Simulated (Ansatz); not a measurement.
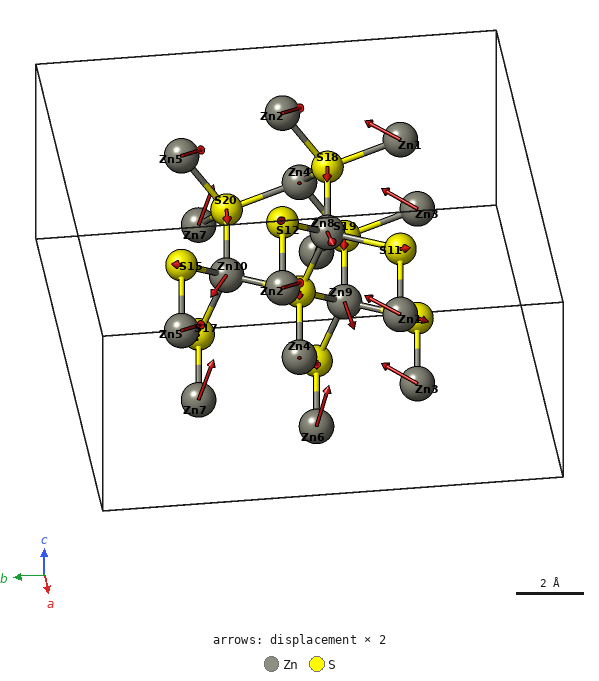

This is a relaxation of a wire of composition ZnS. The starting structure is drawn; red arrows show the displacements (the part carried along by the change of the cell is left out), magnified 2 times.

The picture is a ball-and-stick view of the cell of the calculation, with the vacuum cut short, seen from a free direction.

Case: wire along [0 0 1], 20 atoms a period.

Computed with DFT PBE, scalar-relativistic, plane waves, PAW in Ansatz.

The input:
```yaml
crystal:
  lattice:
    - [16.7, 0.0, 0.0]
    - [0.0, 16.0, 0.0]
    - [0.0, 0.0, 6.305333401]
  atoms:
    - { symbol: Zn, position: [0.3848654803, 0.2918565881, 0.0052197925], spin: 0.3 }
    - { symbol: Zn, position: [0.2697309606, 0.5, 0.0052197925], spin: 0.3 }
    - { symbol: Zn, position: [0.6151345197, 0.2918565881, 0.0052197925], spin: 0.3 }
    - { symbol: Zn, position: [0.5, 0.5, 0.0052197925], spin: 0.3 }
    - { symbol: Zn, position: [0.3848654803, 0.7081434119, 0.0052197925], spin: 0.3 }
    - { symbol: Zn, position: [0.7302690394, 0.5, 0.0052197925], spin: 0.3 }
    - { symbol: Zn, position: [0.6151345197, 0.7081434119, 0.0052197925], spin: 0.3 }
    - { symbol: Zn, position: [0.3848654803, 0.4306188627, 0.5052197925], spin: 0.3 }
    - { symbol: Zn, position: [0.6151345197, 0.4306188627, 0.5052197925], spin: 0.3 }
    - { symbol: Zn, position: [0.5, 0.6387622746, 0.5052197925], spin: 0.3 }
    - { symbol: S, position: [0.3848654803, 0.2918565881, 0.3797802075], spin: 0.3 }
    - { symbol: S, position: [0.2697309606, 0.5, 0.3797802075], spin: 0.3 }
    - { symbol: S, position: [0.6151345197, 0.2918565881, 0.3797802075], spin: 0.3 }
    - { symbol: S, position: [0.5, 0.5, 0.3797802075], spin: 0.3 }
    - { symbol: S, position: [0.3848654803, 0.7081434119, 0.3797802075], spin: 0.3 }
    - { symbol: S, position: [0.7302690394, 0.5, 0.3797802075], spin: 0.3 }
    - { symbol: S, position: [0.6151345197, 0.7081434119, 0.3797802075], spin: 0.3 }
    - { symbol: S, position: [0.3848654803, 0.4306188627, 0.8797802075], spin: 0.3 }
    - { symbol: S, position: [0.6151345197, 0.4306188627, 0.8797802075], spin: 0.3 }
    - { symbol: S, position: [0.5, 0.6387622746, 0.8797802075], spin: 0.3 }
basis:
  ecutwfc: 420
kpoints:
  mp_grid: { grid: [1, 1, 5] }
hamiltonian:
  xc: pbe
scf:
  occupations: { method: gaussian, width: 0.05 }
  lower_state_search: "off"
output:
  forces: true
  stress: true
  eigenvalues: true
  populations: true
  write_density: true
  write_potential: true
  elf: true
  volumetric_format: npy
magnetization:
  spin_polarized: true
relax:
  adjacent_minimum: "off"
  f_tol: 0.02
  max_steps: 45
  cell: { fix: [a, b, alpha, beta, gamma], stress_tol: 0.03 }
```

Launched with:
```bash
ansatz run input.yaml --threads 4 --pin off --max-ram 11264MiB --backend cpu --events-out ev --progress --plain --runs-dir out
```

> Which element moves most?

Zinc: up to 0.69 Å, against 0.28 Å for sulfur.

> What happened in the run?

The largest moves relative to the centre of the atoms, 0.69 Å, are those of Zn1, Zn2, Zn3, Zn5, Zn6 and Zn7. By element the largest moves are Zn 0.69 Å, S 0.28 Å. Along the periodic axis the drawn cell goes c 6.305 → 6.455 Å (+2.4 %). Near-neighbour distances that change, for instance: Zn1–S11 2.362 → 2.103 Å, Zn10–S14 2.357 → 2.537 Å, Zn1–S18 2.357 → 2.245 Å, Zn4–S18 2.357 → 2.433 Å. Among the angles between lasting bonds that change: S16–Zn6–S19 109.6° → 152.0°, Zn3–S19–Zn6 109.3° → 80.6°, Zn3–S13–Zn9 109.6° → 81.3°. After 8 accepted moves (9 points after the start) the energy has fallen by 5.589 eV per cell of the calculation. The largest force component goes from 1.7 to 0.0068 eV/Å. At 1 point the geometry stayed and the basis and grid were re-selected for the new cell (energy shift of 3.5 meV per cell of the calculation at most each time). The program noted that the starting moments weren't kept. The run took 4 min on 4 threads of AMD EPYC 9R45 96-Core Processor (Zen 5), with other jobs on the host, peak memory 4 GiB.
